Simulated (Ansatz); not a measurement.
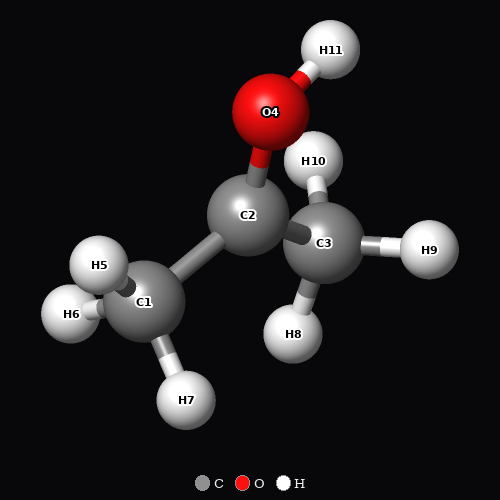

The system is C₃H₇O, SMILES CC(C)=[OH+], charge +1; the picture shows the grid point nearest to the relaxed geometry. 
- Two internal coordinates are moved rigidly from the geometry relaxed at PBE0-D4/def2-TZVP, all others fixed.
- First axis: angle H10–C3–C2. Second axis: torsion C1–C2–O4–H11.
- The grid has 5 × 8 points.
- Energies are in kJ/mol, from the lowest grid point.
- Method: RKS PBE0-D4/def2-TZVPP in Ansatz 0.2.0.

Its coordinates:

```xyz
11

C    -0.4094    1.1643   -0.6840
C    -0.1582   -0.1990   -0.2401
C     0.6068   -0.5191    0.9720
O    -0.6413   -1.1243   -0.9662
H    -0.9919    1.2075   -1.6008
H    -0.9107    1.7052    0.1295
H     0.5572    1.6711   -0.8049
H     0.9464    0.3753    1.4881
H     1.4731   -1.1361    0.7023
H    -0.0139   -1.1190    1.6490
H    -0.5814   -2.0153   -0.5754
```

Range: angle H10–C3–C2 from 91.5 to 127.5°; torsion C1–C2–O4–H11 from −171 to 144°.

Predict the map.

The lowest grid point is at angle H10–C3–C2 = 109.5°, torsion C1–C2–O4–H11 = −171°. A higher local minimum lies near angle H10–C3–C2 = 109.5°, torsion C1–C2–O4–H11 = 9° (6 kJ/mol above the lowest at that grid point). The highest grid point, angle H10–C3–C2 = 127.5°, torsion C1–C2–O4–H11 = −81°, lies 117 kJ/mol above the lowest. On the interpolated surface the easiest way out of the lowest well to the well at about angle H10–C3–C2 = 109°, torsion C1–C2–O4–H11 = 0° passes a barrier of about 94 kJ/mol. Round the minimum the two coordinates are weakly coupled (coupling −0.06 in units of the two stiffnesses).

```
torsion C1–C2–O4–H11 ↓, angle H10–C3–C2 →  91.5  100.5  109.5  118.5  127.5
                                      144    49     31     26     34     53
                                       99   112     95     90     97    115
                                       54    85     66     59     64     80
                                        9    33     13      6     13     31
                                      −36    53     35     31     39     59
                                      −81   113     95     91     98    117
                                     −126    85     63     56     60     77
                                     −171    28      7      0      6     24
```

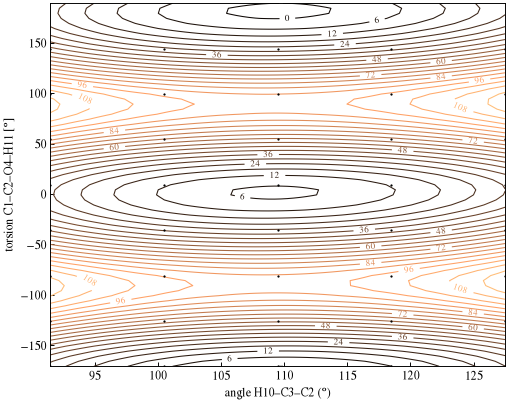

In the figure: contour lines labelled in kJ/mol, dots at the grid points. Between grid points the surface is interpolated.
